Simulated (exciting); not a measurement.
System: Tc, space group Fm-3m (No. 225).

Starting cell:
```yaml
crystal:
  lattice:
    - [0.00000, 1.95000, 1.95000]
    - [1.95000, 0.00000, 1.95000]
    - [1.95000, 1.95000, 0.00000]
  atoms:
    - { symbol: Tc, position: [0.00000, 0.00000, 0.00000] }
```

Computed with exciting sodium: all-electron LAPW DFT, no spin polarisation; energies at scaled volumes of the given cell, shape and fractions fixed, counted from the fit's minimum, third-order Birch-Murnaghan fit. Level: PBEsol.

| setting | value |
| --- | --- |
| k mesh | 12×12×12 |
| occupations | Fermi–Dirac |
| smearing width | 0.05 eV |
| potentials | all electron LAPW+lo, shipped species files |
| program settings | rgkmax 9 |

Describe the result: the energy against volume. The volume takes the values 13.94, 14.24, 14.53, 14.83, 15.13, 15.42, 15.72 Å³/atom.

A third-order Birch–Murnaghan fit gives V0 = 14.09 Å³/atom, B0 = 327 GPa and B′ = 4.6. The energy is 2 meV/atom at volume 13.94 Å³/atom and 156 meV/atom at 15.72 Å³/atom; the lowest computed point is at volume 14.24 Å³/atom (1 meV/atom), and no other minimum shows.

```json
{"volume (Å³/atom)": "13.94", "energy (meV/atom)": "2"}
{"volume (Å³/atom)": "14.24", "energy (meV/atom)": "1"}
{"volume (Å³/atom)": "14.53", "energy (meV/atom)": "13"}
{"volume (Å³/atom)": "14.83", "energy (meV/atom)": "36"}
{"volume (Å³/atom)": "15.13", "energy (meV/atom)": "68"}
{"volume (Å³/atom)": "15.42", "energy (meV/atom)": "108"}
{"volume (Å³/atom)": "15.72", "energy (meV/atom)": "156"}
```

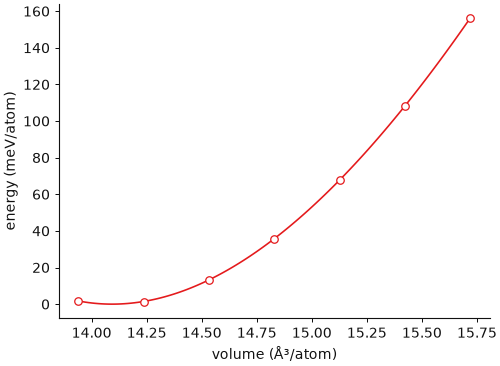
